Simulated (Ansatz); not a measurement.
**What a change does: single-point calculation on FeCo$_{3}$**

System: FeCo$_{3}$ (4 atoms in the cell).
Method of run A: DFT PBEsol, scalar-relativistic, plane waves, PAW, spin-polarised (Ansatz 0.2.0).

The structure derives from a Materials Project entry. Text and figures count atoms from 1; the logs count them from 0 in places.

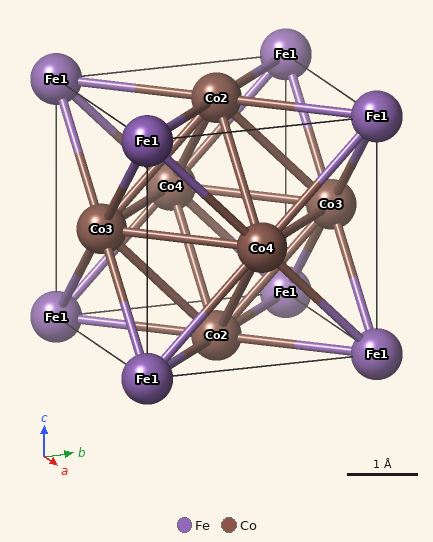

Fig. 1: The structure (ball-and-stick view of the cell of the calculation, seen slightly off an axis; atoms are numbered from 1 in the order of the input). An atom can appear more than once, as a periodic image.

**The input, run A**
```yaml
crystal:
  lattice:
    - [3.53570262, 0.0, 0.0]
    - [0.0, 3.53570262, 0.0]
    - [0.0, 0.0, 3.53570262]
  atoms:
    - { symbol: Fe, position: [0.0, 0.0, 0.0], spin: 2.85 }
    - { symbol: Co, position: [0.5, 0.5, 0.0], spin: 1.83 }
    - { symbol: Co, position: [0.5, 0.0, 0.5], spin: 1.83 }
    - { symbol: Co, position: [0.0, 0.5, 0.5], spin: 1.83 }
basis:
  ecutwfc: 420
kpoints:
  mp_grid: { grid: [6, 6, 6] }
hamiltonian:
  xc: pbesol
scf:
  occupations: { method: gaussian, width: 0.1 }
output:
  forces: true
  stress: true
  eigenvalues: true
  populations: true
magnetization:
  spin_polarized: true
```

Launched with:
```bash
ansatz run input.yaml --threads 1 --pin off --max-ram 2560MiB --backend cpu --events-out ev --progress --plain --runs-dir out
```

Hardware: 1 thread of Intel Xeon (Granite Rapids), 192 GiB of memory available, shared host.

**Output, shortened to warnings, some set-up lines, iterations and results (run A)**
```
Basis set: ecut = 420 eV, 847 PW (Γ), exchange–correlation on 48×48×48 points (8 copies of the dense FFT grid, shifted against one another)
Symmetry: 48 space group operations
k-points: 20 of 216
Initial density: superposition of atomic densities (chi_scale 0.1, normalization cell)
[...]
SCF iter   1: F=—  HF=-19727.308785 eV  |F-HF|=—  |Δ(HF+E_count)|=         —  Δρ=9.39e-2 (↑6.51e-2 ↓9.39e-2)  dr2=6.01e0  dr2_m=3.10e-1  M=7.436 μB ∫|m|=7.635 μB  β_m=0.30  …
SCF iter   2: F=—  HF=-19725.273989 eV  |F-HF|=—  |Δ(HF+E_count)|=    2.03e0  Δρ=4.95e-2 (↑1.95e-2 ↓4.95e-2)  dr2=4.60e-1  dr2_m=4.31e-1  M=7.925 μB ∫|m|=8.180 μB  β_m=0.36  …
SCF iter   3: F=—  HF=-19726.228297 eV  |F-HF|=—  |Δ(HF+E_count)|=   9.54e-1  Δρ=2.33e-2 (↑2.33e-2 ↓1.82e-2)  dr2=3.85e-2  dr2_m=1.50e-1  M=7.850 μB ∫|m|=8.192 μB  β_m=0.55  …
SCF iter   4: F=—  HF=-19727.315386 eV  |F-HF|=—  |Δ(HF+E_count)|=    1.09e0  Δρ=1.97e-2 (↑1.97e-2 ↓8.67e-3)  dr2=1.30e-1  dr2_m=3.97e-2  M=7.761 μB ∫|m|=8.167 μB  β_m=0.77  …
SCF iter   5: F=—  HF=-19727.658133 eV  |F-HF|=—  |Δ(HF+E_count)|=   3.43e-1  Δρ=9.91e-3 (↑9.91e-3 ↓4.46e-3)  dr2=5.74e-2  dr2_m=3.39e-3  M=7.624 μB ∫|m|=8.081 μB  β_m=0.65  …
[... 5 lines ...]
SCF iter  11: F=—  HF=-19727.664287 eV  |F-HF|=—  |Δ(HF+E_count)|=   2.26e-6  Δρ=3.33e-5 (↑3.13e-5 ↓3.33e-5)  dr2=1.23e-7  dr2_m=3.86e-7  M=7.536 μB ∫|m|=8.014 μB  β_m=0.97  …
SCF iter  12: F=—  HF=-19727.664287 eV  |F-HF|=—  |Δ(HF+E_count)|=   3.69e-8  Δρ=2.54e-5 (↑2.52e-5 ↓2.54e-5)  dr2=6.55e-7  dr2_m=1.47e-9  M=7.536 μB ∫|m|=8.014 μB  β_m=0.97  …
SCF iter  13: F=—  HF=-19727.664287 eV  |F-HF|=—  |Δ(HF+E_count)|=   2.28e-8  Δρ=5.23e-6 (↑3.89e-6 ↓5.23e-6)  dr2=2.23e-8  dr2_m=4.53e-10  M=7.536 μB ∫|m|=8.014 μB  β_m=0.99  …
SCF iter  14: F=-19727.664287 eV  HF=-19727.664287 eV  |F-HF|=1.90e-9  |Δ(HF+E_count)|=  9.17e-10  Δρ=1.45e-6 (↑1.41e-6 ↓1.45e-6)  dr2=2.33e-9  dr2_m=7.08e-12  M=7.536 μB …
SCF 1 converged in 14 iterations: F = -19727.664287 eV  dr2 = 2.33e-9
SCF converged after 14 iterations
Magnetization: 7.5360 μB (37.2680 up, 29.7320 down)
Absolute magnetization: 8.0157 μB (∫|ρ↑−ρ↓|, with the PAW one-centre terms)
Spin contamination: 0.1121 ħ² per cell (⟨S²⟩ above its minimum at these occupations)
Per-site moments (μB) at R_I (Å): [(2.6300353058802064, 1.0312992107801802), (1.702551079532787, 1.0312992107801802), (1.7025510795327856, 1.0312992107801802), (1.7025510795327863, 1.0312992107801802)]
Free energy (F): -19727.664287 eV
Harris-Foulkes:  -19727.664287 eV  (|F-HF|=1.90e-9)
Internal energy: -19727.638823 eV  (E = F + TS)
E sigma→0 (E₀):  -19727.651555 eV
Entropy (-TS):   -0.025465 eV (-6.366 meV/atom)
Fermi energy:    18.384257 eV
--- Per-component energies (eV) ---
  E_band       = -957.114048
  E_kinetic    = 1710.203196
  E_local      = -10613.120651  (includes V_loc(G=0)·N_el)
  E_nonlocal   = 1588.241857
  E_hartree    = 4440.148767
  E_xc         = -589.772731
  E_vxc        = -764.163060  (∫ρ·V_xc dr)
  E_paw        = -5783.037529  (= ΣΔE_a)
  E_vpaw       = -1758.579752  (= ΣTr[D̂ρ^β])
  E_aug_tail   = 0.000982  (compensation charges beyond the density's cutoff)
  E_ewald      = -10481.047173
  E_core_change = 0.744459  (= ΣΔE_core)
  E_smearing   = -0.025465  (= −TS)
  E_closure    = 0.000000  (closes the sum)
  Σ components = -19727.664287   (vs F -19727.664287, Δ=0.00e0)
--- Forces (eV/Å), atoms counted from 1 ---
  atom   1  Fe    -0.00000000     0.00000000    -0.00000000
  atom   2  Co     0.00000000    -0.00000000     0.00000000
  atom   3  Co     0.00000000    -0.00000000     0.00000000
  atom   4  Co     0.00000000     0.00000000     0.00000000
  max |Σ_I F_I| component: 4.10e-28 eV/Å
--- Stress (GPa, compression-positive) ---
       -7.527402      -0.000000      -0.000000
        0.000000      -7.527402       0.000000
        0.000000       0.000000      -7.527402
  P = ⅓ Tr σ = -7.5274 GPa (-75.274 kbar)
--- Löwdin populations: 4 sites ---
  site symbol       q [e]    m [muB]
     0     Fe     15.7798     2.6841
     1     Co     16.7667     1.6975
     2     Co     16.7667     1.6975
     3     Co     16.7667     1.6975
  spilling = 0.013734 (of n_electrons = 67.000000)
```

The input of run B differs as follows (lines with − go, lines with + come):
```diff
-  occupations: { method: gaussian, width: 0.1 }
+  occupations: { method: gaussian, width: 0.01 }
```

What does this change do to the results?

The total energy of run B is 0.02 meV per atom lower, which comes with the changed settings and measures no stability. The net moment of the cell goes from 7.54 to 7.62 μB. The pressure goes from −7.53 to −7.11 GPa. The SCF takes 15 iterations against 14.

**Output, shortened to warnings, some set-up lines, iterations and results (run B)**
```
Basis set: ecut = 420 eV, 847 PW (Γ), exchange–correlation on 48×48×48 points (8 copies of the dense FFT grid, shifted against one another)
Symmetry: 48 space group operations
k-points: 20 of 216
Initial density: superposition of atomic densities (chi_scale 0.1, normalization cell)
[...]
SCF iter   1: F=—  HF=-19727.292431 eV  |F-HF|=—  |Δ(HF+E_count)|=         —  Δρ=9.68e-2 (↑6.16e-2 ↓9.68e-2)  dr2=5.98e0  dr2_m=3.40e-1  M=7.528 μB ∫|m|=7.727 μB  β_m=0.30  …
SCF iter   2: F=—  HF=-19725.211805 eV  |F-HF|=—  |Δ(HF+E_count)|=    2.08e0  Δρ=4.66e-2 (↑2.01e-2 ↓4.66e-2)  dr2=3.79e-1  dr2_m=4.05e-1  M=7.917 μB ∫|m|=8.180 μB  β_m=0.35  …
SCF iter   3: F=—  HF=-19726.199909 eV  |F-HF|=—  |Δ(HF+E_count)|=   9.88e-1  Δρ=2.37e-2 (↑2.37e-2 ↓1.79e-2)  dr2=4.05e-2  dr2_m=1.52e-1  M=7.861 μB ∫|m|=8.198 μB  β_m=0.57  …
SCF iter   4: F=—  HF=-19727.350484 eV  |F-HF|=—  |Δ(HF+E_count)|=    1.15e0  Δρ=2.25e-2 (↑2.25e-2 ↓8.08e-3)  dr2=1.40e-1  dr2_m=5.85e-2  M=7.861 μB ∫|m|=8.264 μB  β_m=0.78  …
SCF iter   5: F=—  HF=-19727.653739 eV  |F-HF|=—  |Δ(HF+E_count)|=   3.03e-1  Δρ=8.00e-3 (↑6.99e-3 ↓8.00e-3)  dr2=5.16e-2  dr2_m=4.60e-3  M=7.639 μB ∫|m|=8.115 μB  β_m=0.65  …
[... 6 lines ...]
SCF iter  12: F=—  HF=-19727.651819 eV  |F-HF|=—  |Δ(HF+E_count)|=   2.01e-8  Δρ=9.65e-6 (↑4.52e-6 ↓9.65e-6)  dr2=7.19e-8  dr2_m=6.49e-9  M=7.622 μB ∫|m|=8.106 μB  β_m=0.96  …
SCF iter  13: F=—  HF=-19727.651819 eV  |F-HF|=—  |Δ(HF+E_count)|=   2.82e-9  Δρ=9.00e-6 (↑7.38e-6 ↓9.00e-6)  dr2=3.21e-8  dr2_m=1.81e-8  M=7.622 μB ∫|m|=8.106 μB  β_m=0.98  …
SCF iter  14: F=—  HF=-19727.651819 eV  |F-HF|=—  |Δ(HF+E_count)|=   6.52e-9  Δρ=1.50e-5 (↑3.20e-6 ↓1.50e-5)  dr2=1.21e-7  dr2_m=1.87e-8  M=7.622 μB ∫|m|=8.106 μB  β_m=0.99  …
SCF iter  15: F=-19727.651819 eV  HF=-19727.651819 eV  |F-HF|=1.02e-8  |Δ(HF+E_count)|=   5.65e-9  Δρ=4.12e-6 (↑2.21e-6 ↓4.12e-6)  dr2=1.09e-8  dr2_m=2.01e-9  M=7.622 μB …
SCF 1 converged in 15 iterations: F = -19727.651819 eV  dr2 = 1.09e-8
SCF converged after 15 iterations
Magnetization: 7.6224 μB (37.3112 up, 29.6888 down)
Absolute magnetization: 8.1074 μB (∫|ρ↑−ρ↓|, with the PAW one-centre terms)
Spin contamination: 0.1139 ħ² per cell (⟨S²⟩ above its minimum at these occupations)
Per-site moments (μB) at R_I (Å): [(2.645207840473682, 1.0312992107801802), (1.727007812096917, 1.0312992107801802), (1.7270078120969174, 1.0312992107801802), (1.7270078120969168, 1.0312992107801802)]
Free energy (F): -19727.651819 eV
Harris-Foulkes:  -19727.651819 eV  (|F-HF|=1.02e-8)
Internal energy: -19727.651433 eV  (E = F + TS)
E sigma→0 (E₀):  -19727.651626 eV
Entropy (-TS):   -0.000386 eV (-0.097 meV/atom)
Fermi energy:    18.386310 eV
--- Per-component energies (eV) ---
  E_band       = -957.238248
  E_kinetic    = 1710.113954
  E_local      = -10612.921862  (includes V_loc(G=0)·N_el)
  E_nonlocal   = 1588.292355
  E_hartree    = 4440.004995
  E_xc         = -589.776445
  E_vxc        = -764.166949  (∫ρ·V_xc dr)
  E_paw        = -5783.062699  (= ΣΔE_a)
  E_vpaw       = -1758.564073  (= ΣTr[D̂ρ^β])
  E_aug_tail   = 0.000982  (compensation charges beyond the density's cutoff)
  E_ewald      = -10481.047173
  E_core_change = 0.744459  (= ΣΔE_core)
  E_smearing   = -0.000386  (= −TS)
  E_closure    = -0.000000  (closes the sum)
  Σ components = -19727.651819   (vs F -19727.651819, Δ=0.00e0)
--- Forces (eV/Å), atoms counted from 1 ---
  atom   1  Fe    -0.00000000     0.00000000     0.00000000
  atom   2  Co    -0.00000000     0.00000000     0.00000000
  atom   3  Co     0.00000000    -0.00000000     0.00000000
  atom   4  Co     0.00000000    -0.00000000     0.00000000
  max |Σ_I F_I| component: 1.14e-28 eV/Å
--- Stress (GPa, compression-positive) ---
       -7.108744       0.000000      -0.000000
        0.000000      -7.108744       0.000000
        0.000000       0.000000      -7.108744
  P = ⅓ Tr σ = -7.1087 GPa (-71.087 kbar)
--- Löwdin populations: 4 sites ---
  site symbol       q [e]    m [muB]
     0     Fe     15.7801     2.7010
     1     Co     16.7655     1.7224
     2     Co     16.7655     1.7224
     3     Co     16.7655     1.7224
  spilling = 0.013780 (of n_electrons = 67.000000)
```

**The two runs side by side**

| quantity | run A | run B |
| --- | --- | --- |
| outcome | converged | converged |
| free energy per atom (eV) | −4931.9161 | −4931.9130 |
| energy per atom, smearing taken to zero (eV) | −4931.9129 | −4931.9129 |
| gap on the mesh (eV) | 0.00 | 0.00 |
| net moment of the cell (μB) | 7.54 | 7.62 |
| absolute moment of the cell (μB) | 8.02 | 8.11 |
| pressure (GPa) | −7.53 | −7.11 |
| largest force (eV/Å) | 0.000 | 0.000 |
| SCF iterations | 14 | 15 |
| irreducible k-points | 20 | 20 |
| plane waves at Γ | 847 | 847 |
| wall time (shared host) | 5 s | 5.5 s |

For run A: The cell is under a tension of 7.5 GPa at this level, so it is not at its equilibrium volume. For run B: The cell is under a tension of 7.1 GPa at this level, so it is not at its equilibrium volume.
